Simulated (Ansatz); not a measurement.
A series of calculations on AlN

**1. Relaxation**

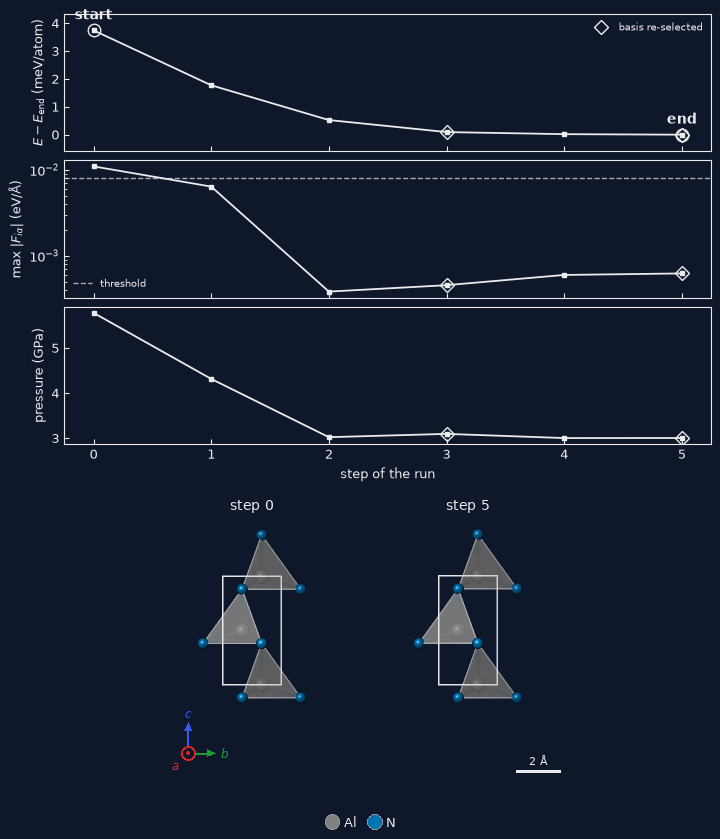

First and last geometry of a relaxation of crystalline AlN (set up in P6_3mc), with the history of the run. A polyhedral model of the cell of the calculation, seen along the a axis.

Case: relaxed at 3 GPa.

The calculation used DFT PBE, scalar-relativistic, plane waves, PAW in Ansatz.

Input file:
```yaml
crystal:
  lattice:
    - [3.1008760097, 0.0, 0.0]
    - [-1.5504380048, 2.6854373983, 0.0]
    - [0.0, 0.0, 4.9710204767]
  atoms:
    - { symbol: Al, position: [0.6666666667, 0.3333333333, 0.4992342259] }
    - { symbol: Al, position: [0.3333333333, 0.6666666667, 0.9992342259] }
    - { symbol: "N", position: [0.6666666667, 0.3333333333, 0.8807657741] }
    - { symbol: "N", position: [0.3333333333, 0.6666666667, 0.3807657741] }
basis:
  ecutwfc: 420
kpoints:
  mp_grid: { grid: [12, 12, 6] }
hamiltonian:
  xc: pbe
scf:
  occupations: { method: gaussian, width: 0.02 }
output:
  forces: true
  stress: true
  eigenvalues: true
relax:
  adjacent_minimum: "off"
  f_tol: 0.008
  max_steps: 50
  cell: { stress_tol: 0.08, p_target: 3.0 }
```

Launched with:
```bash
ansatz run input.yaml --threads 1 --pin off --max-ram 2560MiB --backend cpu --events-out ev --progress --plain --runs-dir out
```

Did the run converge, and what did it change?

It converged. The atoms keep their places relative to the cell (all moves are under 0.005 Å). Cell: a = b 3.101 → 3.116 Å (+0.5 %), c 4.971 → 4.990 Å (+0.4 %). Volume +1.3 %. Near-neighbour distances that change, for instance: Al1–N3 1.897 → 1.905 Å, Al1–N4 1.885 → 1.893 Å. The space group stays P6_3mc (No. 186). The energy falls by 3.7 meV per atom in 3 accepted moves (5 points after the start). With the target pressure of 3 GPa, the enthalpy E + pV changes by −1.2 meV per atom. The largest force component goes from 0.011 to 0.00063 eV/Å. Pressure: 5.78 GPa at the start and 3.00 GPa at the end. At 2 points the geometry stayed and the basis and grid were re-selected for the new cell (energy shift of 0.4 meV per atom at most each time).

| step | E − E(0), meV/atom | largest force component, eV/Å | pressure, GPa | volume, Å³/atom | note |
| --- | --- | --- | --- | --- | --- |
| 0 | 0.00 | 0.0110 | 5.78 | 10.349 |  |
| 1 | -1.97 | 0.0064 | 4.32 | 10.418 |  |
| 2 | -3.22 | 0.0004 | 3.02 | 10.481 |  |
| 3 | -3.65 | 0.0005 | 3.10 | 10.481 | same geometry, new basis |
| 4 | -3.73 | 0.0006 | 3.00 | 10.485 |  |
| 5 | -3.75 | 0.0006 | 3.00 | 10.485 | same geometry, new basis |

**2. Relaxation**

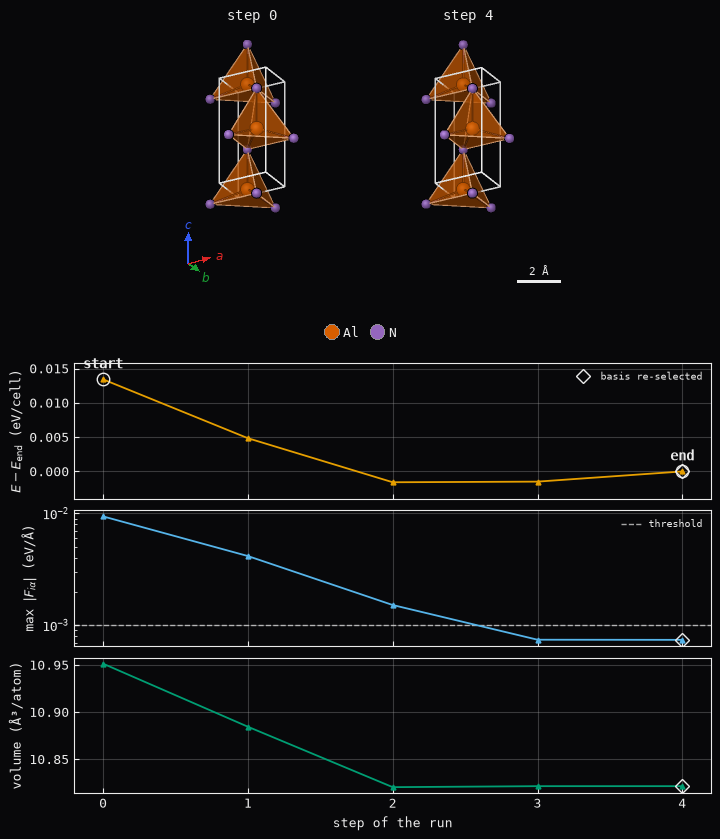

First and last geometry of a relaxation of solid AlN (set up in P6_3mc), with the history of the run. A polyhedral model of the cell of the calculation, seen from a free direction.

These are results of DFT PBE, scalar-relativistic, plane waves, PAW; settings changed (Ansatz), not measurements.

The input:
```yaml
crystal:
  lattice:
    - [3.1599385312, 0.0, 0.0]
    - [-1.5799692656, 2.7365870424, 0.0]
    - [0.0, 0.0, 5.065703722]
  atoms:
    - { symbol: Al, position: [0.6666666667, 0.3333333333, 0.4992342259] }
    - { symbol: Al, position: [0.3333333333, 0.6666666667, 0.9992342259] }
    - { symbol: "N", position: [0.6666666667, 0.3333333333, 0.8807657741] }
    - { symbol: "N", position: [0.3333333333, 0.6666666667, 0.3807657741] }
basis:
  ecutwfc: 420
kpoints:
  mp_grid: { grid: [12, 12, 6] }
hamiltonian:
  xc: pbe
scf:
  occupations: { method: gaussian, width: 0.02 }
output:
  forces: true
  eigenvalues: true
  stress: true
relax:
  adjacent_minimum: "off"
  f_tol: 0.001
  max_steps: 50
  cell: { stress_tol: 0.08, p_target: -3.0 }
  max_displacement: 0.05
```

Launched with:
```bash
ansatz run input.yaml --threads 1 --pin off --max-ram 2560MiB --backend cpu --events-out ev --progress --plain --runs-dir out
```

### Did the run converge, and what did it change?

It converged. The atoms keep their places relative to the cell (all moves are under 0.005 Å). Cell: a = b 3.160 → 3.146 Å (−0.4 %), c 5.066 → 5.049 Å (−0.3 %). Volume −1.2 %. Near-neighbour distances that change, for instance: Al1–N3 1.933 → 1.925 Å, Al1–N4 1.921 → 1.913 Å. The space group stays P6_3mc (No. 186). After 3 accepted moves (4 points after the start) the energy has fallen by 13.4 meV per cell of the calculation. With the target pressure of -3 GPa, the enthalpy E + pV changes by −3.7 meV per cell of the calculation. Largest force component: 0.0094 eV/Å at the start, 0.00074 eV/Å at the end. Pressure: −5.18 GPa at the start and −3.06 GPa at the end. At 1 point the geometry stayed and the basis and grid were re-selected for the new cell (energy shift of 1.5 meV per cell of the calculation at most each time). Cost: 23 s on 1 thread of Arm Neoverse V1, with other jobs on the host, peak memory 0.34 GiB.

**3. A change**

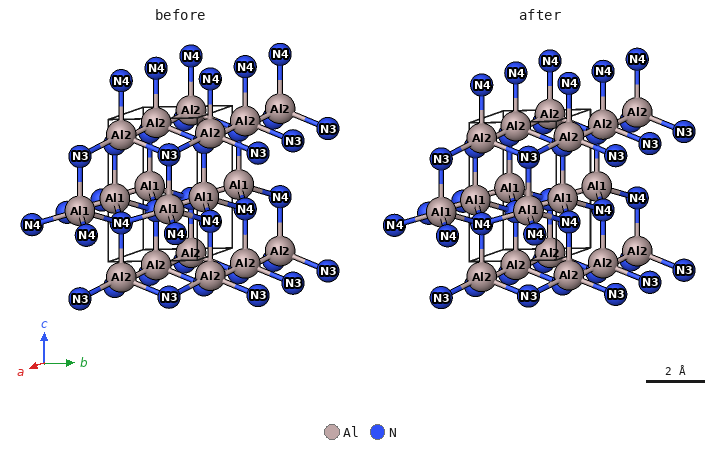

Left: a crystal of AlN (set up in P6_3mc). Right: the same structure after one change, at the same scale. A ball-and-stick model of the cell of the calculation, repeated 3 × 2 × 1 with one cell outlined, seen slightly off an axis.

Level of theory: DFT PBE, scalar-relativistic, plane waves, PAW (Ansatz 0.2.0). (plane-wave cutoff 420 eV; k-point mesh 12 × 12 × 6; occupations gaussian; smearing width 0.02 eV; no spin polarisation)

The crystal is put under a hydrostatic pressure of 15 GPa. Cell and atoms are relaxed at that pressure.

And its effect?

Answer. Energy change: +31.1 meV per atom. Pressure: 0.0 GPa before, 15.0 GPa after. The drawn cell changes as follows: a = b 3.130 → 3.065 Å (−2.1 %), c 5.018 → 4.889 Å (−2.6 %); the volume changes by −6.6 %. The atoms keep their places relative to the cell (all moves are under 0.005 Å). Among the bonded contacts that change: Al–N 1.902 → 1.860 Å, Al–N 1.915 → 1.872 Å. The space group stays P6_3mc (No. 186).

**4. Series**

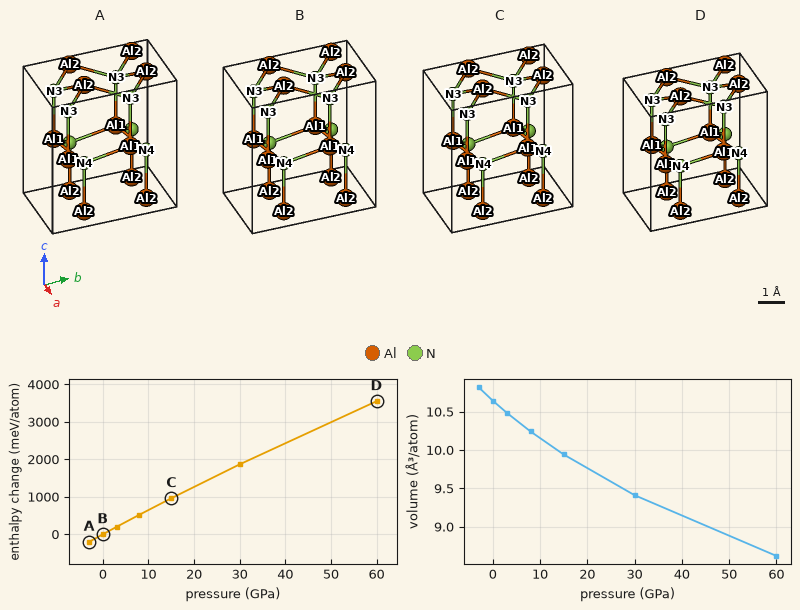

Members of a series of calculations on solid AlN (set up in P6_3mc), marked on the first curve. The picture is a ball-and-stick view of the cell of the calculation, repeated to show the pattern, seen slightly off an axis.

Computed with DFT PBE, scalar-relativistic, plane waves, PAW in Ansatz. (plane-wave cutoff 420 eV; k-point mesh 12 × 12 × 6; occupations gaussian; smearing width 0.02 eV; no spin polarisation)

Question: Describe the series.

Answer: The structure is relaxed at several pressures. A (pressure −3.0 GPa): enthalpy change −201 meV/atom, volume 10.82 Å³ per atom. B (pressure 0.0 GPa): enthalpy change 0.0 meV/atom, volume 10.65 Å³ per atom. C (pressure 15.0 GPa): enthalpy change 962 meV/atom, volume 9.94 Å³ per atom. D (pressure 60.0 GPa): enthalpy change 3551 meV/atom, volume 8.62 Å³ per atom. The rest compares A with D. The volume changes by −20.3 %, with a = b 6.293 → 5.903 Å (−6.2 %), c 5.049 → 4.570 Å (−9.5 %). Among the bonded contacts that change: Al–N 1.916 → 1.774 to 1.794 Å.
